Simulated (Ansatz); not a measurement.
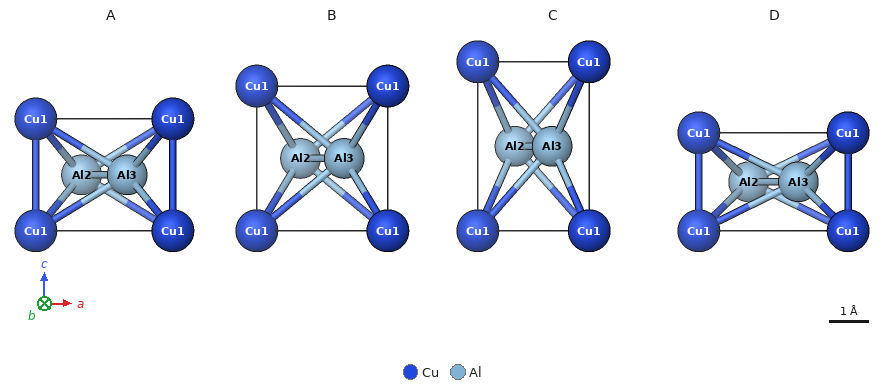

4 geometries from one relaxation of crystalline Al2Cu (a generated structure, set up in P6/mmm) (coarse preliminary run), in shuffled order. Style: ball-and-stick. Shown: the cell of the calculation, along the b axis.

Case: Ag → Cu, B → Al on all its sites, cell and atoms relaxed.

These are results of Ansatz, DFT PBEsol, scalar-relativistic, plane waves, PAW, not measurements. (plane-wave cutoff 420 eV; k-point mesh 6 × 6 × 4; occupations gaussian; smearing width 0.1 eV; no spin polarisation; cell and atoms relaxed; force threshold 0.05 eV/Å; at most 60 steps)

Question: Order the frames from highest to lowest energy.

Answer: C, B, A, D. They are steps 0, 4, 8, 20, at +7.563 eV per cell of the calculation, +1.859 eV per cell of the calculation, +0.811 eV per cell of the calculation relative to the last. The atoms keep their places relative to the cell (all moves are under 0.005 Å). Cell: a = b 3.378 → 4.528 Å (+34.0 %), c 4.438 → 2.573 Å (−42.0 %). Volume +4.2 %. Among the contacts that change: Cu1–Cu1 4.438 → 2.573 Å, Al2–Al2 4.438 → 2.573 Å, Al2–Al3 1.951 → 2.615 Å, Cu1–Al2 2.954 → 2.914 Å. The space group stays P6/mmm (No. 191). After 16 accepted moves (20 points after the start) the energy has fallen by 7.563 eV per cell of the calculation. All forces vanish by symmetry, so only the cell relaxes. Pressure: 56.09 GPa at the start and 0.14 GPa at the end. The line search rejected the trial steps at points 10, 17 of the run. At 2 points the geometry stayed and the basis and grid were re-selected for the new cell (energy shift of 0.360 eV per cell of the calculation at most each time).
